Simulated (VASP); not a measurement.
**TiSi2: geometry relaxation (part 2 of 2)**

Continued. System: TiSi2 (Fddd, 6 atoms in the cell). Method: Kohn-Sham DFT of a periodic cell, PBE, VASP PAW PBE potentials, minimal, no spin polarisation (VASP 6.6.1); cutoff 580 eV, 7×7×7 k-mesh, fermi-dirac of 0.05 eV. The structure derives from a Materials Project entry.

Geometry of the input (Å; fractional positions):
```
0.0000  4.1175  4.2629
2.3895  0.0000  4.2629
2.3895  4.1175  0.0000
Ti 0.7500  0.7500  0.7500
Ti 0.5000  0.5000  0.5000
Si 0.4126  0.0874  0.4126
Si 0.0874  0.4126  0.0874
Si 0.1626  0.8374  0.1626
Si 0.8374  0.1626  0.8374
```

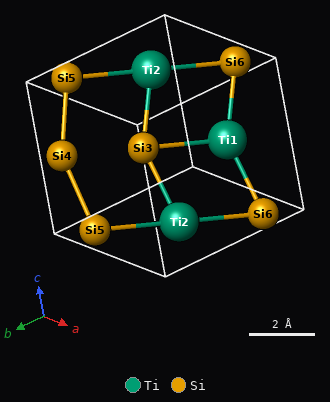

**Figure 1.** The geometry at step 2 of the log (ball-and-stick view of the reduced cell, seen at an oblique angle; atoms are numbered from 1 in the order of the input).

Parts of OUTCAR, continued:
```
 -----------------------------------------------------------------------------
  energy-cutoff  :      580.00
  volume of cell :       83.88
      direct lattice vectors                 reciprocal lattice vectors
     0.000000000  4.117516306  4.262897835    -0.209247750  0.121432427  0.117291106
     2.389511954  0.000000000  4.262897835     0.209247750 -0.121432427  0.117291106
     2.389511954  4.117516306  0.000000000     0.209247750  0.121432427 -0.117291106

 POSITION                                       TOTAL-FORCE (eV/Angst)
 -----------------------------------------------------------------------------------
      3.58427      6.17627      6.39435        -0.000000      0.000000      0.000000
      2.38951      4.11752      4.26290         0.000000      0.000000     -0.000000
      1.19476      3.39749      2.13145        -0.000000      0.022202     -0.000000
      1.19476      0.72003      2.13145        -0.000000     -0.022202     -0.000000
      2.38951      1.33873      4.26290        -0.000000      0.022202      0.000000
      2.38951      6.89630      4.26290        -0.000000     -0.022202      0.000000
 -----------------------------------------------------------------------------------
    total drift:                                0.000000     -0.000000      0.000000

  FREE ENERGIE OF THE ION-ELECTRON SYSTEM (eV)
  ---------------------------------------------------
  free  energy   TOTEN  =       -40.5224027266 eV

  energy  without entropy=      -40.5020462881  energy(sigma->0) =      -40.51222451

--------------------------------------- Ionic step        2  -------------------------------------------

 number of electron      24.0000000 magnetization

------------------------ aborting loop because EDIFF is reached ----------------------------------------

  FORCE on cell =-STRESS in cart. coord.  units (eV):
  Direction    XX          YY          ZZ          XY          YZ          ZX
  --------------------------------------------------------------------------------------
  -------------------------------------------------------------------------------------
  Total       -1.0133084     -0.4480693     -1.5292715      0.0000000      0.0000000      0.0000000
  in kB      -18.8995957     -8.3571092    -28.5230186      0.0000000      0.0000000      0.0000000
  external PRESSURE =     -18.5932412 kB  Pullay stress =       0.0000000 kB

 VOLUME and BASIS-vectors are now :
 -----------------------------------------------------------------------------
  energy-cutoff  :      580.00
  volume of cell :       85.90
      direct lattice vectors                 reciprocal lattice vectors
     0.000000000  4.126946019  4.316852206    -0.207394040  0.121154965  0.115825137
     2.410869667  0.000000000  4.316852206     0.207394040 -0.121154965  0.115825137
     2.410869667  4.126946019  0.000000000     0.207394040  0.121154965 -0.115825137

 POSITION                                       TOTAL-FORCE (eV/Angst)
 -----------------------------------------------------------------------------------
      3.61630      6.19042      6.47528        -0.000000     -0.000000      0.000000
      2.41087      4.12695      4.31685         0.000000     -0.000000     -0.000000
      1.20543      3.40635      2.15843         0.000000     -0.002008     -0.000000
      1.20543      0.72060      2.15843         0.000000      0.002008     -0.000000
      2.41087      1.34287      4.31685        -0.000000     -0.002008      0.000000
      2.41087      6.91102      4.31685        -0.000000      0.002008      0.000000
 -----------------------------------------------------------------------------------
    total drift:                               -0.000000     -0.000000      0.000000

  FREE ENERGIE OF THE ION-ELECTRON SYSTEM (eV)
  ---------------------------------------------------
  free  energy   TOTEN  =       -40.5224163228 eV

  energy  without entropy=      -40.5015780059  energy(sigma->0) =      -40.51199716

--------------------------------------- Ionic step        3  -------------------------------------------

 number of electron      24.0000000 magnetization

------------------------ aborting loop because EDIFF is reached ----------------------------------------

  FORCE on cell =-STRESS in cart. coord.  units (eV):
  Direction    XX          YY          ZZ          XY          YZ          ZX
  --------------------------------------------------------------------------------------
  -------------------------------------------------------------------------------------
  Total        0.0328044     -0.0904745     -0.0069552      0.0000000      0.0000000      0.0000000
  in kB        0.6192078     -1.7077737     -0.1312843      0.0000000      0.0000000      0.0000000
  external PRESSURE =      -0.4066168 kB  Pullay stress =       0.0000000 kB

 VOLUME and BASIS-vectors are now :
 -----------------------------------------------------------------------------
  energy-cutoff  :      580.00
  volume of cell :       84.88
      direct lattice vectors                 reciprocal lattice vectors
     0.000000000  4.122188862  4.289632990    -0.208325087  0.121294782  0.116560088
     2.400095003  0.000000000  4.289632990     0.208325087 -0.121294782  0.116560088
     2.400095003  4.122188862  0.000000000     0.208325087  0.121294782 -0.116560088

 POSITION                                       TOTAL-FORCE (eV/Angst)
 -----------------------------------------------------------------------------------
      3.60014      6.18328      6.43445         0.000000      0.000000     -0.000000
      2.40010      4.12219      4.28963        -0.000000      0.000000      0.000000
      1.20005      3.40188      2.14482        -0.000000      0.010076      0.000000
      1.20005      0.72031      2.14482        -0.000000     -0.010076      0.000000
      2.40010      1.34078      4.28963         0.000000      0.010076     -0.000000
      2.40010      6.90359      4.28963         0.000000     -0.010076     -0.000000
 -----------------------------------------------------------------------------------
    total drift:                               -0.000000     -0.000000     -0.000000

  FREE ENERGIE OF THE ION-ELECTRON SYSTEM (eV)
  ---------------------------------------------------
  free  energy   TOTEN  =       -40.5298941053 eV

  energy  without entropy=      -40.5093361064  energy(sigma->0) =      -40.51961511

--------------------------------------- Ionic step        4  -------------------------------------------

 number of electron      24.0000000 magnetization

------------------------ aborting loop because EDIFF is reached ----------------------------------------

  FORCE on cell =-STRESS in cart. coord.  units (eV):
  Direction    XX          YY          ZZ          XY          YZ          ZX
  --------------------------------------------------------------------------------------
  -------------------------------------------------------------------------------------
  Total        0.0165498     -0.0946776     -0.0317713      0.0000000      0.0000000      0.0000000
  in kB        0.3123172     -1.7866890     -0.5995654      0.0000000      0.0000000      0.0000000
  external PRESSURE =      -0.6913124 kB  Pullay stress =       0.0000000 kB

 VOLUME and BASIS-vectors are now :
 -----------------------------------------------------------------------------
  energy-cutoff  :      580.00
  volume of cell :       84.90
      direct lattice vectors                 reciprocal lattice vectors
     0.000000000  4.122282314  4.290167694    -0.208306717  0.121292032  0.116545561
     2.400306664  0.000000000  4.290167694     0.208306717 -0.121292032  0.116545561
     2.400306664  4.122282314  0.000000000     0.208306717  0.121292032 -0.116545561

 POSITION                                       TOTAL-FORCE (eV/Angst)
 -----------------------------------------------------------------------------------
      3.60046      6.18342      6.43525        -0.000000      0.000000     -0.000000
      2.40031      4.12228      4.29017         0.000000      0.000000      0.000000
      1.20015      3.40197      2.14508         0.000000      0.009732      0.000000
      1.20015      0.72032      2.14508         0.000000     -0.009732      0.000000
      2.40031      1.34083      4.29017         0.000000      0.009732     -0.000000
      2.40031      6.90374      4.29017         0.000000     -0.009732     -0.000000
 -----------------------------------------------------------------------------------
    total drift:                               -0.000000     -0.000000     -0.000000

  FREE ENERGIE OF THE ION-ELECTRON SYSTEM (eV)
  ---------------------------------------------------
  free  energy   TOTEN  =       -40.5298920668 eV

  energy  without entropy=      -40.5093281124  energy(sigma->0) =      -40.51961009

--------------------------------------- Ionic step        5  -------------------------------------------

 number of electron      24.0000000 magnetization

 Free energy of the ion-electron system (eV)
  ---------------------------------------------------
  ext. energy  EPLUGINS =         0.00000000
  ---------------------------------------------------
  free energy    TOTEN  =       -40.52993512 eV

  energy without entropy =      -40.50946627  energy(sigma->0) =      -40.51970069

 E-fermi :   7.8583     XC(G=0): -11.5068     alpha+bet :-15.7825

 val. band max:        7.8581344196   @ k =  -0.4286   0.1429  -0.0000
 cond. band min:       7.8640625811   @ k =  -0.1429   0.1429   0.2857
 fundamental gap:      0.0059281615
 Fermi energy:         7.8583437441

 k-point     1 :       0.0000    0.0000    0.0000
  band No.  band energies     occupation
      1      -4.6552      2.00000
      2       1.1755      2.00000
      3       2.1666      2.00000
      4       2.5122      2.00000
      5       2.8828      2.00000
      6       4.1401      2.00000
      7       4.1405      2.00000
      8       5.3513      2.00000
      9       5.6123      2.00000
     10       5.8197      2.00000
     11       6.1016      2.00000
     12       6.5511      2.00000
     13       6.9607      2.00000
     14       9.8519      0.00000
     15      10.8955      0.00000
     16      11.1110      0.00000

 k-point     2 :       0.1429    0.0000    0.0000
  band No.  band energies     occupation
      1      -4.4478      2.00000
      2       0.9065      2.00000
      3       1.3339      2.00000
      4       2.3857      2.00000
      5       3.2361      2.00000
      6       4.0527      2.00000
      7       4.5794      2.00000
      8       5.1390      2.00000
      9       5.7222      2.00000
     10       5.8351      2.00000
     11       6.6196      2.00000
     12       6.6991      2.00000
     13       6.9455      2.00000
     14       9.6588      0.00000
     15      10.7416      0.00000
     16      10.7980      0.00000

 k-point     3 :       0.2857    0.0000    0.0000
  band No.  band energies     occupation
      1      -3.8498      2.00000
      2      -0.0015      2.00000
      3       0.5031      2.00000
      4       2.2230      2.00000
      5       3.0531      2.00000
      6       3.7806      2.00000
      7       4.8368      2.00000
      8       5.3291      2.00000
      9       6.1345      2.00000
     10       6.5618      2.00000
     11       6.7990      2.00000
     12       7.1315      2.00000
     13       7.7111      1.90012
     14       9.1647      0.00000
     15      10.3173      0.00000
     16      10.4067      0.00000

 k-point     4 :       0.4286    0.0000    0.0000
  band No.  band energies     occupation
      1      -2.9981      2.00000
      2      -1.2452      2.00000
      3       0.2139      2.00000
      4       2.0870      2.00000
      5       2.9059      2.00000
      6       3.3795      2.00000
      7       5.1048      2.00000
      8       5.6395      2.00000
      9       5.8818      2.00000
     10       6.7969      2.00000
     11       7.7203      1.88115
     12       7.8808      0.77961
     13       8.6454      0.00000
     14       9.0514      0.00000
     15       9.6691      0.00000
     16      10.1469      0.00000

 k-point     5 :       0.1429    0.1429    0.0000
  band No.  band energies     occupation
      1      -4.4930      2.00000
      2       0.2778      2.00000
      3       2.2326      2.00000
      4       2.5531      2.00000
      5       3.7831      2.00000
      6       3.9681      2.00000
      7       4.0290      2.00000
      8       5.0379      2.00000
      9       5.9644      2.00000
     10       5.9939      2.00000
     11       6.1545      2.00000
     12       6.5925      2.00000
     13       6.8819      2.00000
     14       9.5422      0.00000
     15      10.9358      0.00000
     16      11.0874      0.00000

 [... the levels of 18 k-points are left out ...]

 k-point    24 :       0.2857    0.1429    0.1429
  band No.  band energies     occupation
      1      -4.3222      2.00000
      2       0.3531      2.00000
      3       0.8651      2.00000
      4       3.1003      2.00000
      5       3.5858      2.00000
      6       4.3563      2.00000
      7       4.5017      2.00000
      8       4.9713      2.00000
      9       5.9062      2.00000
     10       6.1279      2.00000
     11       6.3453      2.00000
     12       6.4797      2.00000
     13       6.8965      2.00000
     14       9.4189      0.00000
     15      10.7924      0.00000
     16      10.8911      0.00000

 [... further k-points ...]

------------------------ aborting loop because EDIFF is reached ----------------------------------------

  FORCE on cell =-STRESS in cart. coord.  units (eV):
  Direction    XX          YY          ZZ          XY          YZ          ZX
  --------------------------------------------------------------------------------------
  -------------------------------------------------------------------------------------
  Total       -0.0159070      0.0115349     -0.0323317      0.0000000      0.0000000      0.0000000
  in kB       -0.3003122      0.2177717     -0.6104004      0.0000000      0.0000000      0.0000000
  external PRESSURE =      -0.2309803 kB  Pullay stress =       0.0000000 kB

 VOLUME and BASIS-vectors are now :
 -----------------------------------------------------------------------------
  energy-cutoff  :      580.00
  volume of cell :       84.86
      direct lattice vectors                 reciprocal lattice vectors
     0.000000000  4.119601938  4.290027410    -0.208252702  0.121370950  0.116549372
     2.400929233  0.000000000  4.290027410     0.208252702 -0.121370950  0.116549372
     2.400929233  4.119601938  0.000000000     0.208252702  0.121370950 -0.116549372

 POSITION                                       TOTAL-FORCE (eV/Angst)
 -----------------------------------------------------------------------------------
      3.60139      6.17940      6.43504         0.000000      0.000000      0.000000
      2.40093      4.11960      4.29003        -0.000000      0.000000      0.000000
      1.20046      3.40019      2.14501        -0.000000      0.007455      0.000000
      1.20046      0.71941      2.14501        -0.000000     -0.007455      0.000000
      2.40093      1.34039      4.29003         0.000000      0.007455     -0.000000
      2.40093      6.89881      4.29003         0.000000     -0.007455     -0.000000
 -----------------------------------------------------------------------------------
    total drift:                               -0.000000     -0.000000     -0.000000

  FREE ENERGIE OF THE ION-ELECTRON SYSTEM (eV)
  ---------------------------------------------------
  free  energy   TOTEN  =       -40.5299351226 eV

  energy  without entropy=      -40.5094662657  energy(sigma->0) =      -40.51970069

 reached required accuracy - stopping structural energy minimisation
```

CONTCAR:
```
TiSi2
   1.00000000000000
     0.0000000000000000    4.1196019377688984    4.2900274099856404
     2.4009292325706029    0.0000000000000000    4.2900274099856404
     2.4009292325706029    4.1196019377688984    0.0000000000000000
  Ti              Si
     2     4
Direct
     0.7500000000000000    0.7500000000000000    0.7500000000000000
     0.5000000000000000    0.5000000000000000    0.5000000000000000
     0.4126848394295951    0.0873151605704050    0.4126848394295951
     0.0873151605704050    0.4126848394295951    0.0873151605704050
     0.1626848394295950    0.8373151605704050    0.1626848394295950
     0.8373151605704050    0.1626848394295950    0.8373151605704050

  0.00000000E+00  0.00000000E+00  0.00000000E+00
  0.00000000E+00  0.00000000E+00  0.00000000E+00
  0.00000000E+00  0.00000000E+00  0.00000000E+00
  0.00000000E+00  0.00000000E+00  0.00000000E+00
  0.00000000E+00  0.00000000E+00  0.00000000E+00
  0.00000000E+00  0.00000000E+00  0.00000000E+00
```

Trajectory as extended XYZ (Å, eV, eV/Å), 5 frames, from step=0 to step=4:
```
6
Lattice="0.0000 4.1175 4.2629 2.3895 0.0000 4.2629 2.3895 4.1175 0.0000" Properties=species:S:1:pos:R:3:forces:R:3 step=0 energy=-40.52240
Ti    3.5843    6.1763    6.3943    0.0000   0.0000   0.0000
Ti    2.3895    4.1175    4.2629    0.0000   0.0000   0.0000
Si    1.1948    3.3975    2.1314    0.0000   0.0222   0.0000
Si    1.1948    0.7200    2.1314    0.0000  -0.0222   0.0000
Si    2.3895    1.3387    4.2629    0.0000   0.0222   0.0000
Si    2.3895    6.8963    4.2629    0.0000  -0.0222   0.0000
6
Lattice="0.0000 4.1269 4.3169 2.4109 0.0000 4.3169 2.4109 4.1269 0.0000" Properties=species:S:1:pos:R:3:forces:R:3 step=1 energy=-40.52242
Ti    3.6163    6.1904    6.4753    0.0000   0.0000   0.0000
Ti    2.4109    4.1269    4.3169    0.0000   0.0000   0.0000
Si    1.2054    3.4063    2.1584    0.0000  -0.0020   0.0000
Si    1.2054    0.7206    2.1584    0.0000   0.0020   0.0000
Si    2.4109    1.3429    4.3169    0.0000  -0.0020   0.0000
Si    2.4109    6.9110    4.3169    0.0000   0.0020   0.0000
6
Lattice="0.0000 4.1222 4.2896 2.4001 0.0000 4.2896 2.4001 4.1222 0.0000" Properties=species:S:1:pos:R:3:forces:R:3 step=2 energy=-40.52989
Ti    3.6001    6.1833    6.4344    0.0000   0.0000   0.0000
Ti    2.4001    4.1222    4.2896    0.0000   0.0000   0.0000
Si    1.2000    3.4019    2.1448    0.0000   0.0101   0.0000
Si    1.2000    0.7203    2.1448    0.0000  -0.0101   0.0000
Si    2.4001    1.3408    4.2896    0.0000   0.0101   0.0000
Si    2.4001    6.9036    4.2896    0.0000  -0.0101   0.0000
6
Lattice="0.0000 4.1223 4.2902 2.4003 0.0000 4.2902 2.4003 4.1223 0.0000" Properties=species:S:1:pos:R:3:forces:R:3 step=3 energy=-40.52989
Ti    3.6005    6.1834    6.4353    0.0000   0.0000   0.0000
Ti    2.4003    4.1223    4.2902    0.0000   0.0000   0.0000
Si    1.2002    3.4020    2.1451    0.0000   0.0097   0.0000
Si    1.2002    0.7203    2.1451    0.0000  -0.0097   0.0000
Si    2.4003    1.3408    4.2902    0.0000   0.0097   0.0000
Si    2.4003    6.9037    4.2902    0.0000  -0.0097   0.0000
6
Lattice="0.0000 4.1196 4.2900 2.4009 0.0000 4.2900 2.4009 4.1196 0.0000" Properties=species:S:1:pos:R:3:forces:R:3 step=4 energy=-40.52994
Ti    3.6014    6.1794    6.4350    0.0000   0.0000   0.0000
Ti    2.4009    4.1196    4.2900    0.0000   0.0000   0.0000
Si    1.2005    3.4002    2.1450    0.0000   0.0075   0.0000
Si    1.2005    0.7194    2.1450    0.0000  -0.0075   0.0000
Si    2.4009    1.3404    4.2900    0.0000   0.0075   0.0000
Si    2.4009    6.8988    4.2900    0.0000  -0.0075   0.0000
```

Key numbers:

- outcome: converged
- space group (tolerance 0.01 Å): Fddd (70)
- electrons treated: 24
- free energy: −40.5299 eV
- Fermi energy: 7.858 eV
- gap on the k-point mesh: none (metallic)
- pressure: −0.02 GPa
- final volume: 84.86 Å³
- largest force (length of the vector) at the end: 0.007 eV/Å
- final cell: a = 5.948 Å, b = 4.916 Å, c = 4.768 Å, α = 75.76°, β = 53.24°, γ = 50.99°
- hardware: 1 thread of Intel Xeon @ 2.90GHz (Ice Lake), 128 GiB of memory available, shared host
- wall time: 5.1 min
- peak memory: 0.33 GiB
